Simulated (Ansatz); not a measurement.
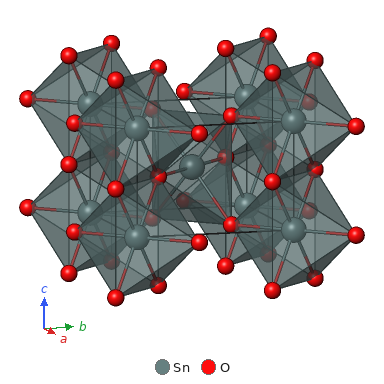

System: SnO₂, space group P4_2/mnm (No. 136). The picture shows the conventional cell.

Structure:
```
CELL_PARAMETERS angstrom
4.76912 0.00000 0.00000
0.00000 4.76912 0.00000
0.00000 0.00000 3.21198
ATOMIC_POSITIONS crystal
Sn 0.50000 0.50000 0.50000
Sn 0.00000 0.00000 0.00000
O 0.19372 0.80628 0.50000
O 0.80628 0.19372 0.50000
O 0.30628 0.30628 0.00000
O 0.69372 0.69372 0.00000
```

Method: perturbation theory at the zone centre of a relaxed insulator, optical modes (intensities summed over a level), dielectric tensors and Born charges, a negative frequency is imaginary, spin-unpolarised plane waves (Ansatz 0.2.0). Level: PBEsol.

periodic directions 3; potentials PAW; wave cutoff 420 eV; k mesh 4×4×6.

Predict the infrared spectrum of the zone-centre phonons.

The strongest infrared line is at 575.7 cm⁻¹, followed by 447.8 (84 % of it), 219.8 (44 % of it) and 271.5 (11 % of it).

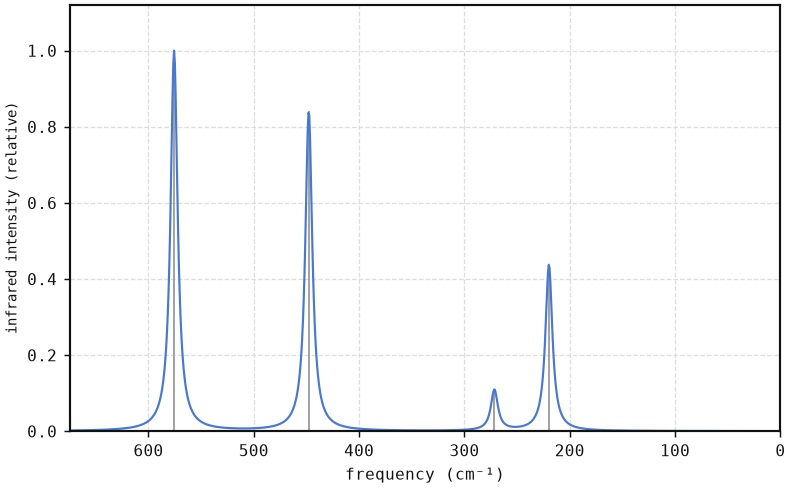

Lines are broadened by Lorentzians of 8 cm⁻¹ full width; the spectrum is scaled to its strongest line. These are zero-field (TO) frequencies; inactive modes don't show.

Limits of the calculation: field response not settled on the k mesh.
